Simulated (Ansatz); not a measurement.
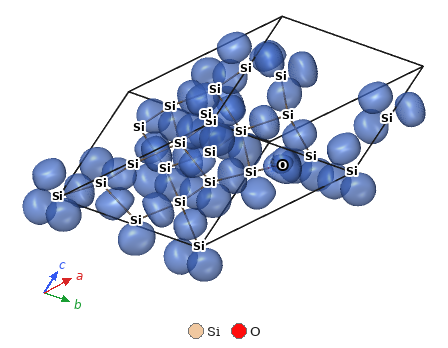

The picture shows: Si16O (cell with a defect). Isosurface of the ELF at 0.75 (blue), seen at an oblique angle. Only the valence region is drawn (cores and ρ < 0.01 e/Å³ removed). Sticks mark near contacts.

PAW files of the earlier set (soft_1); the program warned that a starting moment wasn't kept; spin-polarised, but the moments vanished.

These are results of DFT r2SCAN, scalar-relativistic, plane waves, PAW in Ansatz, not measurements.

Core electrons are frozen (PAW), and the valence fields are smoothed inside the atomic spheres.

```
CELL_PARAMETERS angstrom
0.00000 5.43000 5.43000
5.43000 0.00000 5.43000
5.43000 5.43000 0.00000
ATOMIC_POSITIONS crystal
Si 0.99549 0.99368 0.01452
Si 0.07456 0.14871 0.15282
Si 0.98369 0.99792 0.52677
Si 0.12210 0.12082 0.63971
Si 0.04421 0.50555 0.99543
Si 0.16893 0.61786 0.12818
Si 0.01269 0.49488 0.50170
Si 0.13133 0.62199 0.62978
Si 0.44486 0.03571 0.02118
Si 0.61975 0.12145 0.13557
Si 0.49651 0.99850 0.51039
Si 0.60820 0.12371 0.64769
Si 0.53894 0.49349 0.99699
Si 0.57509 0.66535 0.14691
Si 0.50003 0.49716 0.51122
Si 0.63719 0.62443 0.62272
O 0.80988 0.68537 0.06061
```

Describe the localisation domains.

Answer. At this value the surface marks out 31 regions between bonded Si–Si atoms (shared pairs) and one region on O in which the atom's valence shell and bonds are merged, counted in one cell of 17 atoms. Any copies at cell faces, edges or corners count once.

Values along the shortest contacts:
Si–O (1.64 Å): the ELF peaks at about 0.85 between the atoms, as expected for a shared but strongly polarised pair. Si–Si (2.31 Å): the ELF peaks at about 1 between the atoms; a covalent bond.

Does the calculation make it a metal, or give it a gap?

Answer. It is gapped, with a Kohn–Sham gap of 0.68 eV on the k-point mesh, an upper bound to the gap of this method.
